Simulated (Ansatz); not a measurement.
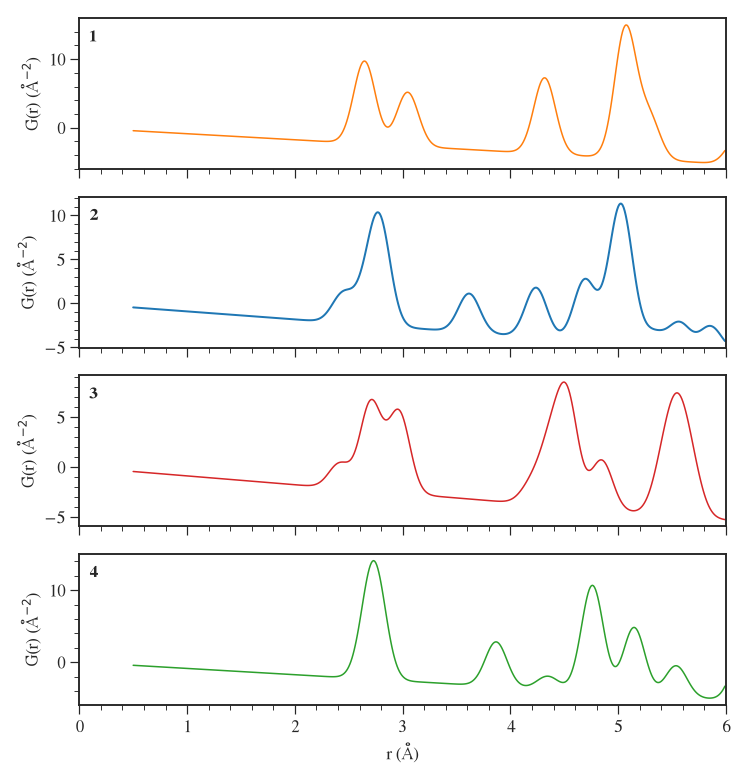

Simulated neutron pair distribution function, G(r) = R(r)/r − 4πρ₀r, summed over the atomic distances of the structure with each pair weighted by the product of the tabulated coherent neutron scattering lengths (natural isotope mix where the element has one); every distance is a Gaussian of σ = 0.10 Å.

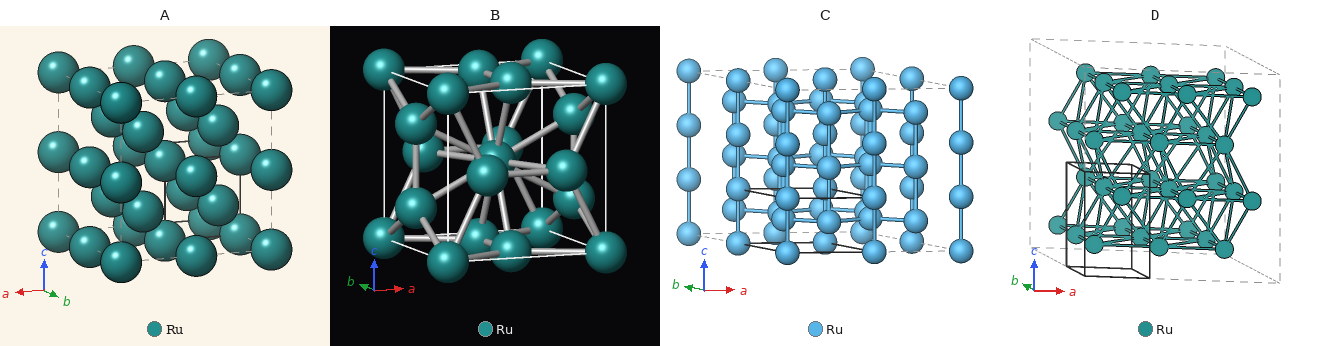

Candidate polymorphs:

A. Ru, a = 3.055 Å, b = 3.055 Å, c = 3.055 Å, α = 90.00°, β = 90.00°, γ = 90.00°, Im-3m

B. Ru, a = 4.846 Å, b = 4.846 Å, c = 4.846 Å, α = 90.00°, β = 90.00°, γ = 90.00°, Pm-3n

C. Ru, a = 4.239 Å, b = 4.239 Å, c = 2.664 Å, α = 90.00°, β = 90.00°, γ = 120.00°, P6/mmm

D. Ru, a = 2.768 Å, b = 2.768 Å, c = 4.348 Å, α = 90.00°, β = 90.00°, γ = 120.00°, P6_3/mmc

Origins: A, the end point of a relaxation with DFT, PBE, plane waves (420 eV) with PAW, scalar-relativistic in Ansatz; the starting structure was generated, so it need not be a known form of this composition; B, the geometry relaxed with Ansatz, DFT, PBE, plane waves (420 eV) with PAW, scalar-relativistic; the starting structure was generated, so it need not be a known form of this composition; C, the input geometry of an electronic-structure calculation (not necessarily at equilibrium); the starting structure was generated, so it need not be a known form of this composition; D, the input geometry of an electronic-structure calculation (not necessarily at equilibrium).

**Match each curve to its structure.**

curve 1 is A (Ru, first clear peaks at 2.65 Å (Ru–Ru) and 3.05 Å (Ru–Ru)); curve 2 is C (Ru, first clear peaks at 2.77 Å (Ru–Ru) and 3.62 Å (Ru–Ru)); curve 3 is B (Ru, first clear peaks at 2.72 Å (Ru–Ru) and 2.95 Å (Ru–Ru)); curve 4 is D (Ru, first clear peaks at 2.73 Å (Ru–Ru) and 3.87 Å (Ru–Ru)).
